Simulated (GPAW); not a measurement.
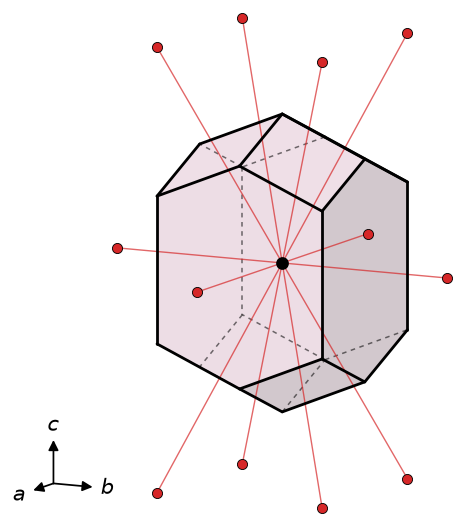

Crystal: Si2W, an entry of the Crystallography Open Database, as set up for an electronic-structure calculation. The Wigner–Seitz cell of the crystal's lattice, with lines to the lattice points that define its faces. All values are computed from the atomic coordinates in the standard setting (tolerance 0.002 Å).

a = 3.214 Å, b = 3.214 Å, c = 7.830 Å, α = 90.00°, β = 90.00°, γ = 90.00°; lattice centring I.

> Which of Fedorov's five parallelohedra is it?

An elongated dodecahedron: 12 faces (8 with 4 edges, 4 with 6 edges), 28 edges, 18 vertices. Its volume is that of the primitive cell, 40.4 Å³.

> Which lattice vectors do the faces bisect?

```csv
example,length (Å),faces,edges of each,area (Å²)
a,3.21,4,6,10.5
1/2 a + 1/2 b + 1/2 c,4.53,8,4,3.0
```
